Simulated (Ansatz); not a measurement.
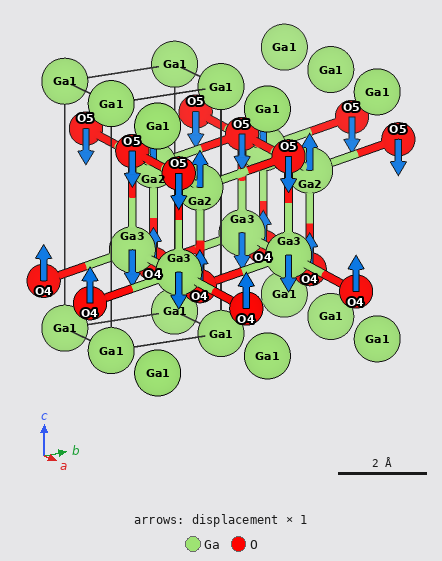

A relaxation of crystalline Ga₃O₂ (built on the A-type sesquioxide_164 type) (coarse preliminary run). The starting structure is drawn; blue arrows show the displacements (the part carried along by the change of the cell is left out), at their true length.

A ball-and-stick model of the cell of the calculation, repeated 2 × 2 × 1 with one cell outlined, seen slightly off an axis.

Case: anti-A-type sesquioxide type (P-3m1, No. 164).

Level of theory: DFT PBE, scalar-relativistic, plane waves, PAW (Ansatz).

Input file:
```yaml
crystal:
  lattice:
    - [3.6646430208, 0.0, 0.0]
    - [-1.8323215104, 3.1736739518, 0.0]
    - [0.0, 0.0, 5.7015892683]
  atoms:
    - { symbol: Ga, position: [0.0, 0.0, 0.0] }
    - { symbol: Ga, position: [0.3333333333, 0.6666666667, 0.645] }
    - { symbol: Ga, position: [0.6666666667, 0.3333333333, 0.355] }
    - { symbol: O, position: [0.3333333333, 0.6666666667, 0.245] }
    - { symbol: O, position: [0.6666666667, 0.3333333333, 0.755] }
basis:
  ecutwfc: 420
kpoints:
  mp_grid: { grid: [6, 6, 4] }
hamiltonian:
  xc: pbe
scf:
  occupations: { method: gaussian, width: 0.1 }
  lower_state_search: "off"
output:
  forces: true
  stress: true
  eigenvalues: true
relax:
  adjacent_minimum: "off"
  f_tol: 0.04
  max_steps: 70
  cell: { stress_tol: 0.4 }
```

Run as
```bash
ansatz run input.yaml --threads 1 --pin off --max-ram 2560MiB --backend cpu --events-out ev --progress --plain --runs-dir out
```

What did the optimiser do to the structure, and how much energy did it gain?

The energy falls by 795 meV per atom in 21 accepted moves (27 points after the start). Largest force component: 1.1 eV/Å at the start, 0.023 eV/Å at the end. Pressure: 14.24 GPa at the start and 0.16 GPa at the end. The line search rejected the trial steps at points 8, 16 of the run. The SCF was repeated 4 times at an unchanged geometry on a basis and grid sized afresh for the cell, which shifted the energy by 28.8 meV per atom at most. The largest moves relative to the cell, 0.87 Å, are those of Ga2 and Ga3. Ga2 goes along +c. By element the largest moves are Ga 0.87 Å, O 0.86 Å. The drawn cell changes as follows: a = b 3.665 → 3.080 Å (−15.9 %), c 5.702 → 8.923 Å (+56.5 %); the volume changes by +10.6 %. Near-neighbour distances that change, for instance: Ga2–O4 2.281 → 3.584 Å, Ga2–O5 2.207 → 1.931 Å. Bonds break: Ga2–O4 (2.28 → 3.58 Å), Ga3–O5 (2.28 → 3.58 Å). Among the angles between lasting bonds that change: O4–Ga3–O4 112.3° → 105.8°, Ga3–O4–Ga3 112.3° → 105.8°. The space group stays P-3m1 (No. 164).
